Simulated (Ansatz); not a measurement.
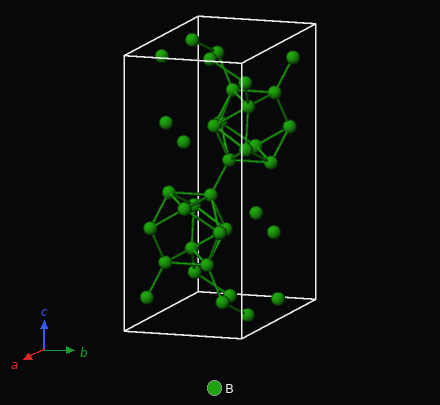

B, space group R-3m:H (No. 166), a = 4.900 Å, b = 4.900 Å, c = 12.547 Å, α = 90.00°, β = 90.00°, γ = 120.00°

| site | Wyckoff | x | y | z |
| --- | --- | --- | --- | --- |
| B1 | 18h | 0.1187 | 0.8813 | 0.8915 |
| B2 | 18h | 0.5301 | 0.4699 | 0.6909 |

Origin: the geometry relaxed at fixed volume with DFT PBE, spin-orbit coupling, plane waves, PAW in Ansatz.

Compute the Voronoi cell of each site (no radii): faces and volume.

Answer.
```json
{"site": "B1", "faces above 1 % of the sphere": "8", "volume (Å³)": "7.21", "solid angle by neighbour (%)": "B 100"}
{"site": "B2", "faces above 1 % of the sphere": "7", "volume (Å³)": "7.28", "solid angle by neighbour (%)": "B 100"}
```

Weighted by multiplicity the volumes add up to the cell volume, 260.9 Å³.

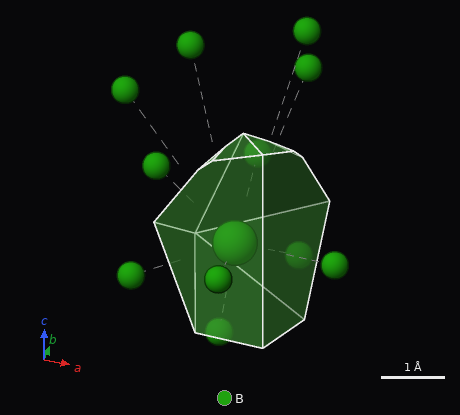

The computed Voronoi cell of B2, with the neighbours that bound it.
